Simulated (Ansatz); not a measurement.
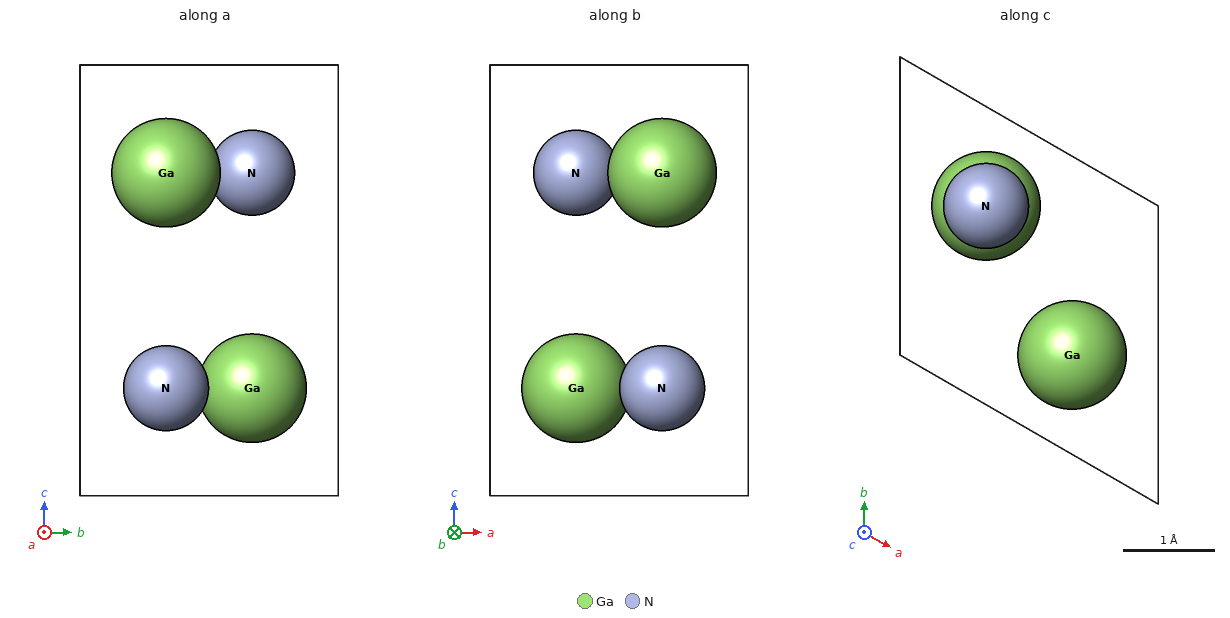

An orthographic spheres-only view of the structure, along the a axis, along the b axis and along the c axis. The parallelepiped is the conventional unit cell.

Lattice parameters: a = 3.300 Å, b = 3.300 Å, c = 4.770 Å, α = 90.00°, β = 90.00°, γ = 120.00°. Put a along x and b in the xy plane.

Q: Reconstruct the structure as a POSCAR file.

A:
```
Ga N
1.0
     3.300    0.000    0.000
    -1.650    2.858    0.000
     0.000    0.000    4.770
Ga N
2 2
Direct
  0.3333 0.6667 0.2500
  0.6667 0.3333 0.7500
  0.6667 0.3333 0.2500
  0.3333 0.6667 0.7500
```

Origin of the cell: a structure type filled with these elements by a generator (whether the compound takes this form wasn't checked). The cell was then strained or its atoms displaced on purpose. It went into a calculation with Ansatz.
